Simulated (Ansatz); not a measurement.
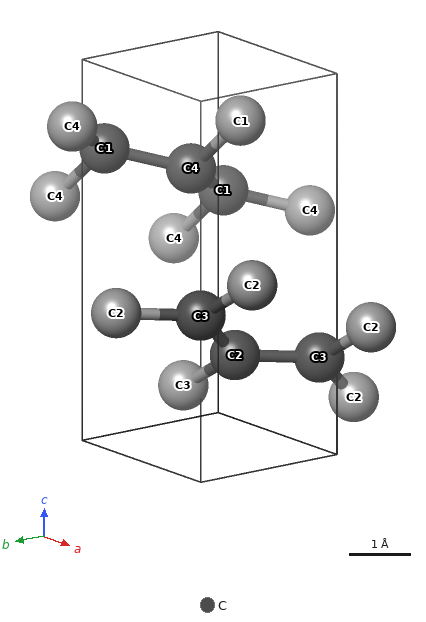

Figure 1. The structure as given in the input (ball-and-stick view of the cell of the calculation, seen at an oblique angle; neighbours outside the cell are drawn fainter; atoms are numbered from 1 in the order of the input). An atom can appear more than once, as a periodic image. Near neighbours in the periodic cell (some may lie outside the picture): C has 3 C at 1.20 to 1.61 Å.

## Mending a geometry relaxation on C

System: C (4 atoms in the cell).
Method of run A: DFT LDA, scalar-relativistic, plane waves, PAW, no spin polarisation (Ansatz 0.2.0).

The structure derives from a Materials Project entry. The run did not end well. Text and figures count atoms from 1; the logs count them from 0 in places.

### Input file, run A
```yaml
crystal:
  lattice:
    - [1.22804797, -2.12706182, 0.0]
    - [1.22804797, 2.12706182, 0.0]
    - [0.0, 0.0, 7.17326776]
  atoms:
    - { symbol: C, position: [0.0415481142, 0.872067854, 0.7616914972] }
    - { symbol: C, position: [0.5611972282, 0.3666555425, 0.2396040473] }
    - { symbol: C, position: [0.975212007, 0.1077966099, 0.2598391235] }
    - { symbol: C, position: [0.4831163794, 0.6214574256, 0.7394209038] }
basis:
  ecutwfc: 420
kpoints:
  mp_grid: { grid: [12, 12, 4] }
hamiltonian:
  xc: lda
scf:
  occupations: { method: gaussian, width: 0.1 }
output:
  forces: true
  stress: true
  eigenvalues: true
relax:
  adjacent_minimum: "off"
  f_tol: 0.005
  max_steps: 2
  cell: { stress_tol: 0.05 }
```

Command:
```bash
ansatz run input.yaml --threads 1 --pin off --max-ram 2560MiB --backend cpu --events-out ev --progress --plain --runs-dir out
```

Hardware: 1 thread of AMD EPYC (Zen 3), 189 GiB of memory available, shared host.

### Output, shortened to warnings, some set-up lines, iterations and results (run A)
```
Error: variable-cell relaxation did not converge after 2 steps: max|allowed force component| = 5.85e0 eV/Å (threshold 5.0e-3), largest principal stress residual = 4.39e1 GPa on the free part of the cell (threshold 5.0e-2). Raise `relax.max_steps` over both its present limit and 2, loosen the thresholds, or start from a cell closer to the target (`relax.cell.p_target` or …
Basis set: ecut = 420 eV, 713 PW (Γ)
Symmetry: 1 space group operations
k-points: 292 of 576 (time reversal used)
Initial density: superposition of atomic densities (neutral atoms: chi_scale 0, normalization atom), corrected by the library's trained network
[...]
SCF iter   1: F=—  HF=-968.855187 eV  |F-HF|=—  |Δ(HF+E_count)|=         —  Δρ=9.17e-3  dr2=2.65e-2  ethr=1.77e-3  ⟨swp⟩=5.3  Hψ=19960  notcnv=0
SCF iter   2: F=—  HF=-968.846699 eV  |F-HF|=—  |Δ(HF+E_count)|=   8.49e-3  Δρ=2.17e-3  dr2=1.72e-3  ethr=1.66e-4  ⟨swp⟩=2.3  Hψ=8128  notcnv=0
SCF iter   3: F=—  HF=-968.846160 eV  |F-HF|=—  |Δ(HF+E_count)|=   5.39e-4  Δρ=8.54e-4  dr2=8.57e-4  ethr=1.07e-5  ⟨swp⟩=2.0  Hψ=5595  notcnv=0
SCF iter   4: F=—  HF=-968.845905 eV  |F-HF|=—  |Δ(HF+E_count)|=   2.55e-4  Δρ=3.20e-4  dr2=2.65e-5  ethr=5.36e-6  ⟨swp⟩=2.2  Hψ=4421  notcnv=0
SCF iter   5: F=—  HF=-968.845903 eV  |F-HF|=—  |Δ(HF+E_count)|=   1.64e-6  Δρ=1.55e-4  dr2=1.57e-5  ethr=1.66e-7  ⟨swp⟩=2.2  Hψ=5754  notcnv=0
[...]
SCF 1 converged in 7 iterations: F = -968.845900 eV  dr2 = 1.56e-8
[...]
SCF iter   8: F=—  HF=-971.076808 eV  |F-HF|=—  |Δ(HF+E_count)|=   3.64e-8  Δρ=3.52e-6  dr2=2.88e-9  ethr=4.18e-10  ⟨swp⟩=2.6  Hψ=5989  notcnv=0
SCF iter   9: F=—  HF=-971.076808 eV  |F-HF|=—  |Δ(HF+E_count)|=  5.32e-10  Δρ=1.68e-6  dr2=1.17e-9  ethr=1.80e-11  ⟨swp⟩=2.1  Hψ=5665  notcnv=0
SCF iter  10: F=-971.076808 eV  HF=-971.076808 eV  |F-HF|=3.87e-12  |Δ(HF+E_count)|=  2.93e-10  Δρ=1.76e-7  dr2=6.68e-12  ethr=1.00e-12  ⟨swp⟩=3.8  Hψ=15632  notcnv=0
SCF 2 converged in 10 iterations: F = -971.076808 eV  dr2 = 6.68e-12
relax step   2: F+E_penalty+E_count = -971.07680843 eV  Δ(F+E_penalty+E_count) = -2.231e0 eV  max|allowed force component| = 5.848e0 eV/Å  Δτ_max = 0.1209 Å  P = -11.941 GPa  …
Step failed. What follows is not a result of the run: it is the report of the last solve that finished, which converged after 10 SCF iterations.
Free energy (F): -971.076808 eV
Harris-Foulkes:  -971.076808 eV  (|F-HF|=3.87e-12)
Internal energy: -971.076802 eV  (E = F + TS)
E sigma→0 (E₀):  -971.076805 eV
Entropy (-TS):   -0.000006 eV (-0.002 meV/atom)
Fermi energy:    5.906309 eV
--- Per-component energies (eV) ---
  E_band       = -48.366016
  E_kinetic    = 359.115824
  E_local      = -651.554921  (includes V_loc(G=0)·N_el)
  E_nonlocal   = 112.983583
  E_hartree    = 197.823458
  E_xc         = -188.588085
  E_vxc        = -234.373474  (∫ρ·V_xc dr)
  E_paw        = -367.144094  (= ΣΔE_a)
  E_vpaw       = -30.184004  (= ΣTr[D̂ρ^β])
  E_aug_tail   = 0.000045  (compensation charges beyond the density's cutoff)
  E_ewald      = -433.963942
  E_core_change = 0.251330  (= ΣΔE_core)
  E_smearing   = -0.000006  (= −TS)
  E_closure    = -0.000000  (closes the sum)
  Σ components = -971.076808   (vs F -971.076808, Δ=0.00e0)
--- Forces (eV/Å), atoms counted from 1 ---
  atom   1  C      5.84733972    -1.58826883     0.56581552
  atom   2  C      4.63523017    -0.48249427    -0.69652301
  atom   3  C     -4.63487831     0.48050758     0.69575674
  atom   4  C     -5.84769049     1.59025518    -0.56504834
  max |Σ_I F_I| component: 1.08e-6 eV/Å
--- Stress (GPa, compression-positive) ---
       -6.142563     -23.272305      -0.013072
      -23.272305     -30.623905       0.248238
       -0.013072       0.248238      -1.439984
  P = ⅓ Tr σ = -12.7355 GPa (-127.355 kbar)
End of that report.
Error: variable-cell relaxation did not converge after 2 steps: max|allowed force component| = 5.85e0 eV/Å (threshold 5.0e-3), largest principal stress residual = 4.39e1 GPa on the free part of the cell (threshold 5.0e-2). Raise `relax.max_steps` over both its present limit and 2, loosen the …
```

Diagnose this run and give a change of the input that cures it.

Answer. The run did not converge: “variable-cell relaxation did not converge after 2 steps: max|allowed force component| = 5.85e0 eV/Å (threshold 5.0e-3), largest principal stress residual = 4.39e1 GPa on the free part of the cell (threshold 5.0e-2). Raise `relax.max_steps` over both its present limit and 2, loosen the thresholds, or start from a cell closer to the target (`relax.cell.p_target` or `relax.cell.sigma_target`) …” Its last values are not results.

A run of the same system that converges differs from this input as follows (lines with − go, lines with + come):
```diff
-  max_steps: 2
+  max_steps: 100
```

### Output, shortened to warnings, some set-up lines, iterations and results (run B)
```
Basis set: ecut = 420 eV, 713 PW (Γ)
Symmetry: 1 space group operations
k-points: 292 of 576 (time reversal used)
Initial density: superposition of atomic densities (neutral atoms: chi_scale 0, normalization atom), corrected by the library's trained network
[...]
SCF iter   1: F=—  HF=-968.855187 eV  |F-HF|=—  |Δ(HF+E_count)|=         —  Δρ=9.17e-3  dr2=2.65e-2  ethr=1.77e-3  ⟨swp⟩=5.3  Hψ=19960  notcnv=0
SCF iter   2: F=—  HF=-968.846699 eV  |F-HF|=—  |Δ(HF+E_count)|=   8.49e-3  Δρ=2.17e-3  dr2=1.72e-3  ethr=1.66e-4  ⟨swp⟩=2.3  Hψ=8128  notcnv=0
SCF iter   3: F=—  HF=-968.846160 eV  |F-HF|=—  |Δ(HF+E_count)|=   5.39e-4  Δρ=8.54e-4  dr2=8.57e-4  ethr=1.07e-5  ⟨swp⟩=2.0  Hψ=5595  notcnv=0
SCF iter   4: F=—  HF=-968.845905 eV  |F-HF|=—  |Δ(HF+E_count)|=   2.55e-4  Δρ=3.20e-4  dr2=2.65e-5  ethr=5.36e-6  ⟨swp⟩=2.2  Hψ=4421  notcnv=0
SCF iter   5: F=—  HF=-968.845903 eV  |F-HF|=—  |Δ(HF+E_count)|=   1.64e-6  Δρ=1.55e-4  dr2=1.57e-5  ethr=1.66e-7  ⟨swp⟩=2.2  Hψ=5754  notcnv=0
[... 181 lines ...]
SCF iter   6: F=-971.927748 eV  HF=-971.927748 eV  |F-HF|=6.82e-13  |Δ(HF+E_count)|=  1.14e-12  Δρ=8.83e-9  dr2=3.40e-14  ethr=1.00e-12  ⟨swp⟩=1.0  Hψ=3504  notcnv=0
SCF iter   7: F=-971.927748 eV  HF=-971.927748 eV  |F-HF|=0.00e0  |Δ(HF+E_count)|=  2.27e-13  Δρ=2.16e-9  dr2=1.74e-15  ethr=1.00e-12  ⟨swp⟩=1.0  Hψ=3504  notcnv=0
SCF iter   8: F=-971.927748 eV  HF=-971.927748 eV  |F-HF|=1.14e-13  |Δ(HF+E_count)|=  3.41e-13  Δρ=9.53e-10  dr2=8.97e-16  ethr=1.00e-12  ⟨swp⟩=1.8  Hψ=9137  notcnv=0
SCF 23 converged in 8 iterations: F = -971.927748 eV  dr2 = 8.97e-16
relax step  23: F+E_penalty+E_count = -971.92774843 eV  Δ(F+E_penalty+E_count) = +8.161e-4 eV  max|allowed force component| = 2.484e-3 eV/Å  Δτ_max = 0.0000 Å  P = -0.006 GPa …
basis re-selected at this cell: Δ(F+E_penalty+E_count) = +8.161e-4 eV, ΔP = -0.009 GPa vs the last step (what re-selecting the basis moved, of the pressure what is left beyond the Pulay correction that the steps carried, after the strain that the cell walked since its last selection, with what the …
SCF converged after 8 iterations
Free energy (F): -971.927748 eV
Harris-Foulkes:  -971.927748 eV  (|F-HF|=1.14e-13)
Internal energy: -971.925849 eV  (E = F + TS)
E sigma→0 (E₀):  -971.926798 eV
Entropy (-TS):   -0.001900 eV (-0.475 meV/atom)
Fermi energy:    6.973515 eV
--- Per-component energies (eV) ---
  E_band       = -34.247875
  E_kinetic    = 366.145753
  E_local      = -610.413536  (includes V_loc(G=0)·N_el)
  E_nonlocal   = 114.291635
  E_hartree    = 181.937219
  E_xc         = -190.716402
  E_vxc        = -237.140809  (∫ρ·V_xc dr)
  E_paw        = -367.849492  (= ΣΔE_a)
  E_vpaw       = -31.005394  (= ΣTr[D̂ρ^β])
  E_aug_tail   = 0.000037  (compensation charges beyond the density's cutoff)
  E_ewald      = -465.572394
  E_core_change = 0.251330  (= ΣΔE_core)
  E_smearing   = -0.001900  (= −TS)
  E_closure    = -0.000000  (closes the sum)
  Σ components = -971.927748   (vs F -971.927748, Δ=0.00e0)
--- Forces (eV/Å), atoms counted from 1 ---
  atom   1  C     -0.00245796     0.00051578     0.00026308
  atom   2  C     -0.00154533    -0.00052634    -0.00017304
  atom   3  C      0.00151877     0.00064190    -0.00012855
  atom   4  C      0.00248439    -0.00063071     0.00003850
  max |Σ_I F_I| component: 6.27e-7 eV/Å
--- Stress (GPa, compression-positive) ---
        0.018579       0.000510       0.008657
        0.000510       0.006088      -0.002081
        0.008657      -0.002081      -0.042942
  P = ⅓ Tr σ = -0.0061 GPa (-0.061 kbar)
--- Relaxed structure (20 steps of the walk, 20 accepted, 3 SCFs on fresh bases) ---
  F+E_penalty+E_count = -971.92774843 eV   max|allowed force component| = 2.484e-3 eV/Å   (the final SCF, on the basis selected at the relaxed cell)
  cell:  # Å, volume = 34.3922 Å³
    - [1.22246662676341, -2.1174523732501, 0.005242597077091559]
    - [1.2224923887657515, 2.1174672468068443, 0.002409187579741441]
    - [0.022347783444209766, -0.0047776714355719585, 6.643213879224513]
  atoms:
    - { symbol: C, position: [0.014308235897982701, 0.9923046435341786, 0.7500811171124184] }
[...]
```

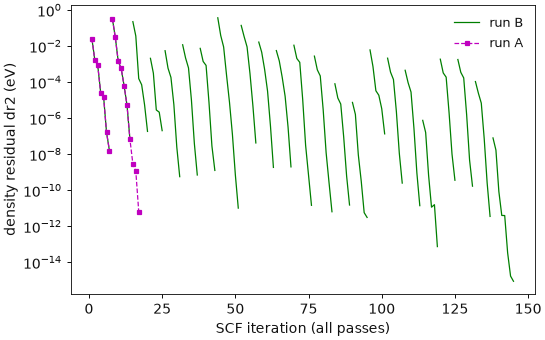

Figure 2. Convergence of the two runs: density residual dr2 against the SCF iteration. A break in a curve parts two SCF passes. Run B takes 145 iterations in all, and run A stops after 17.

### The two runs side by side

```csv
quantity,run A,run B
outcome,not converged,converged
free energy per atom (eV),–,−242.9819
gap on the mesh (eV),–,0.00
pressure (GPa),–,−0.01
volume per atom (Å³),–,8.60
largest force (eV/Å),–,0.003
SCF iterations,–,145
irreducible k-points,–,292
wall time (shared host),70 s,11 min
```
